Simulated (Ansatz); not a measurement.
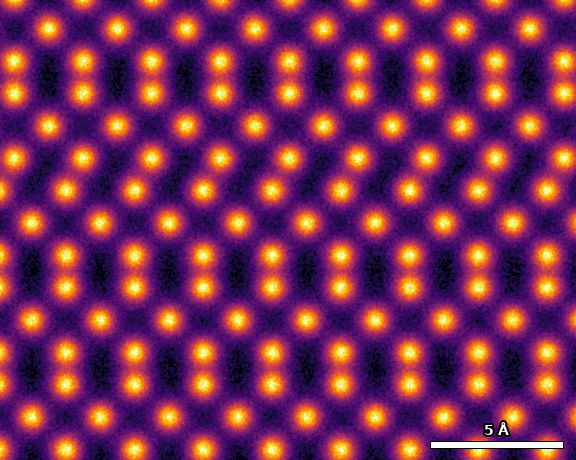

Integrated-DPC-like image of Rh (P6/mmm, No. 191) along [100]. Simulated as the projected potential of neutral atoms (B = 0.3 Å²) blurred by a 0.53 Å probe, the thin-sample limit of integrated differential phase contrast. The display is stretched by a gamma of 0.65; percentages refer to the linear signal. Shot noise was added.

One planar defect was built into the perfect crystal by geometry alone, without relaxation. Host structure: the end point of a relaxation with DFT, PBEsol, plane waves (420 eV) with PAW, scalar-relativistic (Ansatz); the starting structure was generated, so it need not be a known form of this composition.

**Find the planar defect and say what kind it is.**

A planar fault (a stacking fault) runs horizontally about 7 Å below the top edge. The part above it is shifted along the boundary by 1/4 of the 2.63 Å repeat of the rows (0.7 Å to the right, the same as 2.0 Å to the left); both parts keep the same orientation.
